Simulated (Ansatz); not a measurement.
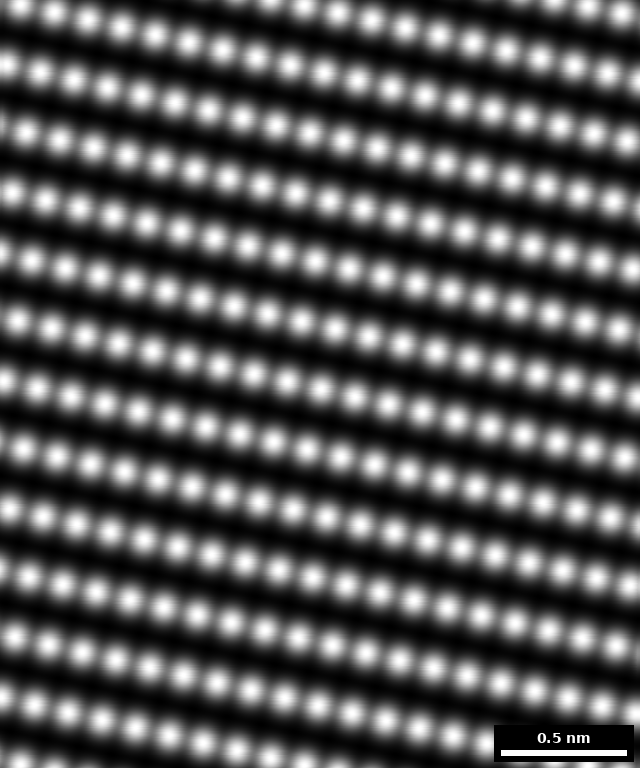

An image along [210] of one of the structures below (computed or model cells, partly hypothetical, each in its standard cell). Simulated incoherent Z contrast: every atom adds Z^1.7 spread by a probe of 0.85 Å full width; channelling and multiple scattering are left out. The display is stretched by a gamma of 0.65; percentages refer to the linear signal. A slight drift was added.

A. W
Space group P6_3/mmc (No. 194). a = 2.776 Å, b = 2.776 Å, c = 4.951 Å, α = 90.00°, β = 90.00°, γ = 120.00°
```csv
atom,site,symmetry,x,y,z
W,2d,-6m2,0.3333,0.6667,0.7500
```

B. W
Space group Im-3m (No. 229). a = 3.160 Å, b = 3.160 Å, c = 3.160 Å, α = 90.00°, β = 90.00°, γ = 90.00°
```tsv
atom	site	symmetry	x	y	z
W	2a	m-3m	0.0000	0.0000	0.0000
```

C. Ni
Space group Im-3m (No. 229). a = 2.787 Å, b = 2.787 Å, c = 2.787 Å, α = 90.00°, β = 90.00°, γ = 90.00°
| atom | site | symmetry | x | y | z |
| --- | --- | --- | --- | --- | --- |
| Ni | 2a | m-3m | 0.0000 | 0.0000 | 0.0000 |

D. Ir
Space group Fm-3m (No. 225). a = 3.844 Å, b = 3.844 Å, c = 3.844 Å, α = 90.00°, β = 90.00°, γ = 90.00°
```csv
atom,site,symmetry,x,y,z
Ir,4a,m-3m,0.0000,0.0000,0.0000
```

**Which of them gives this image?**

A, W. Along [210] the projected cells are A 1.39 × 2.48 Å, 90°; B 1.41 × 1.73 Å, 114°; C 1.25 × 1.53 Å, 114°; D 0.86 × 1.92 Å, 90°. The image repeats as A does.

Structure A: a calculation's starting geometry; the starting structure was generated, so it need not be a known form of this composition.
